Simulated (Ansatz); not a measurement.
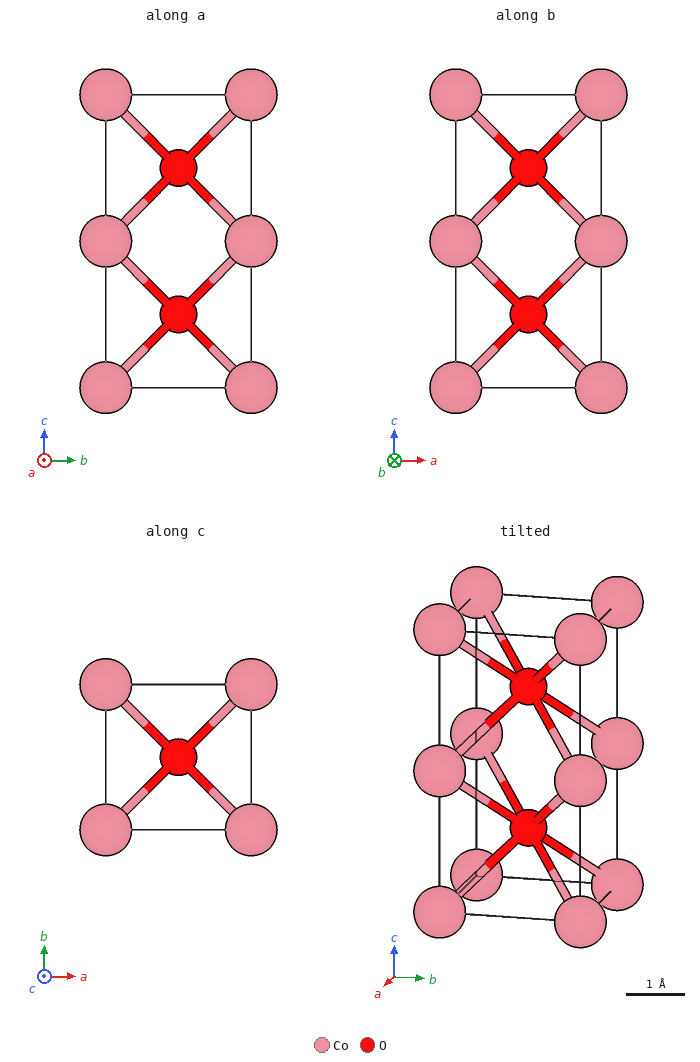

Ball-and-stick drawing of the structure, looking along the a axis, along the b axis, along the c axis and slightly off an axis. Lines trace the edges of the unit cell.

Lattice parameters: a = 2.552 Å, b = 2.552 Å, c = 5.137 Å, α = 90.00°, β = 90.00°, γ = 90.00°. Put a along x and b in the xy plane.

Convert the drawing into a POSCAR file.

Answer.
```
Co O
1.0
     2.552    0.000    0.000
     0.000    2.552    0.000
     0.000    0.000    5.137
Co O
2 2
Direct
  0.0000 0.0000 0.0000
  0.0000 0.0000 0.5000
  0.5000 0.5000 0.2500
  0.5000 0.5000 0.7500
```

The initial geometry was a structure type filled with these elements by a generator (whether the compound takes this form wasn't checked). The geometry was optimised with Ansatz 0.2.0, DFT PBEsol, scalar-relativistic, plane waves, PAW.
